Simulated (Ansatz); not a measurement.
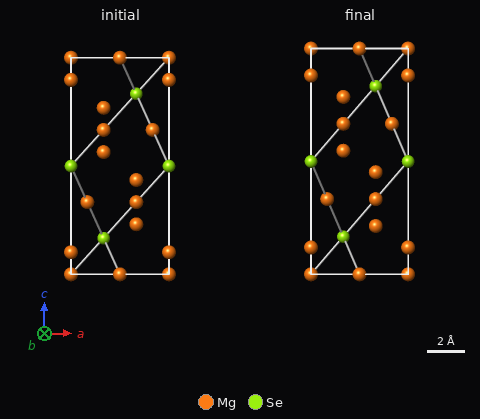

The structure of a crystal of Mg₅Se (a generated structure, set up in R-3m) (coarse preliminary run) before (left) and after (right) a relaxation, at one scale.

Style: ball-and-stick. Shown: the conventional cell (3 times the calculation's cell), along the b axis. Lengths and directions refer to the drawn axes.

These are results of Ansatz, DFT PBE, scalar-relativistic, plane waves, PAW, not measurements.

The input:
```yaml
crystal:
  lattice:
    - [3.12122509, 1.80204015, 3.98367698]
    - [-3.12122509, 1.80204015, 3.98367698]
    - [0.0, -3.6040803, 3.98367698]
  atoms:
    - { symbol: Mg, position: [0.10218571, 0.10218571, 0.10218571] }
    - { symbol: Mg, position: [0.89781429, 0.89781429, 0.89781429] }
    - { symbol: Mg, position: [0.5, 0.5, 0.0] }
    - { symbol: Mg, position: [0.0, 0.5, 0.5] }
    - { symbol: Mg, position: [0.5, 0.0, 0.5] }
    - { symbol: Se, position: [0.5, 0.5, 0.5] }
basis:
  ecutwfc: 420
kpoints:
  mp_grid: { grid: [6, 6, 6] }
hamiltonian:
  xc: pbe
scf:
  occupations: { method: gaussian, width: 0.1 }
  lower_state_search: "off"
output:
  forces: true
  stress: true
  eigenvalues: true
relax:
  adjacent_minimum: "off"
  f_tol: 0.04
  max_steps: 70
  cell: { stress_tol: 0.4 }
```

Launched with:
```bash
ansatz run input.yaml --threads 1 --pin off --max-ram 2560MiB --backend cpu --events-out ev --progress --plain --runs-dir out
```

Describe what moved and what it gained.

The energy falls by 0.450 eV per cell of the calculation in 4 accepted moves (5 points after the start). Largest force component: 2.1 eV/Å at the start, 0.0027 eV/Å at the end. The pressure goes from 2.45 to 0.00 GPa. At 1 point the geometry stayed and the basis and grid were re-selected for the new cell (energy shift of 0.1 meV per cell of the calculation at most each time). The largest moves relative to the cell, 0.21 Å, are those of Mg1 and Mg2. Mg1 goes along +c. Se stays in place. Cell: a = b 6.242 → 6.186 Å (−0.9 %), c 11.951 → 12.457 Å (+4.2 %). Volume +2.3 %. Some distances before and after: Mg1–Mg2 2.442 → 2.969 Å, Mg3–Se6 2.686 → 2.738 Å. Bond angles that change, for instance: Mg3–Se6–Mg4 71.0° → 68.8°, Mg3–Se6–Mg4 109.0° → 111.2°. The space group stays R-3m (No. 166).
